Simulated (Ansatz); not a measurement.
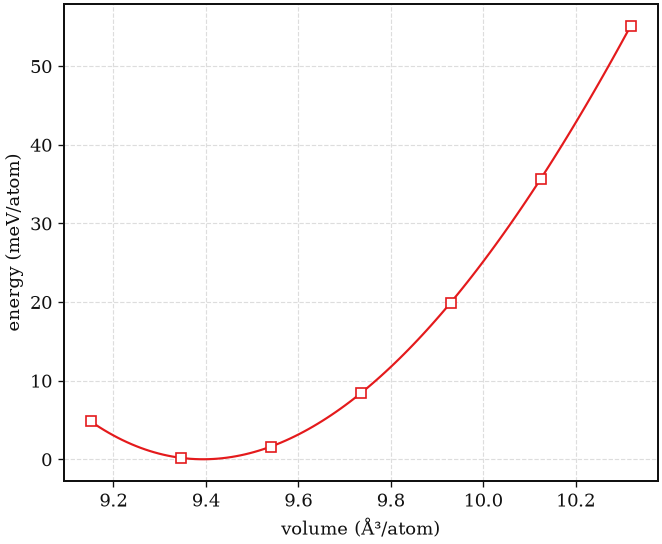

Plotted: energy against volume for GaN, space group Fm-3m (No. 225).

Structure:
```yaml
crystal:
  lattice:
    - [0.00000, 2.13524, 2.13524]
    - [2.13524, 0.00000, 2.13524]
    - [2.13524, 2.13524, 0.00000]
  atoms:
    - { symbol: Ga, position: [0.00000, 0.00000, 0.00000] }
    - { symbol: N, position: [0.50000, 0.50000, 0.50000] }
```

How it was computed, with Ansatz 0.2.0: all-electron LAPW DFT, no spin polarisation; energies at scaled volumes of the given cell, shape and fractions fixed, counted from the fit's minimum, third-order Birch-Murnaghan fit. Level: PBEsol.

- k mesh: 11×11×11
- occupations: Fermi–Dirac
- smearing width: 0.05 eV
- potentials: all electron LAPW, scalar relativistic
- program settings: basis error eV/atom 0.001

From this curve and the settings, what does the calculation give for the pressure at the same points?

The pressure falls from 6.48 GPa at volume 9.15 Å³/atom to −17.39 GPa at 10.32 Å³/atom, and changes sign near 9.40 Å³/atom.

| volume (Å³/atom) | pressure (GPa) |
| --- | --- |
| 9.15 | 6.48 |
| 9.35 | 1.23 |
| 9.54 | −3.45 |
| 9.73 | −7.61 |
| 9.93 | −11.30 |
| 10.12 | −14.55 |
| 10.32 | −17.39 |
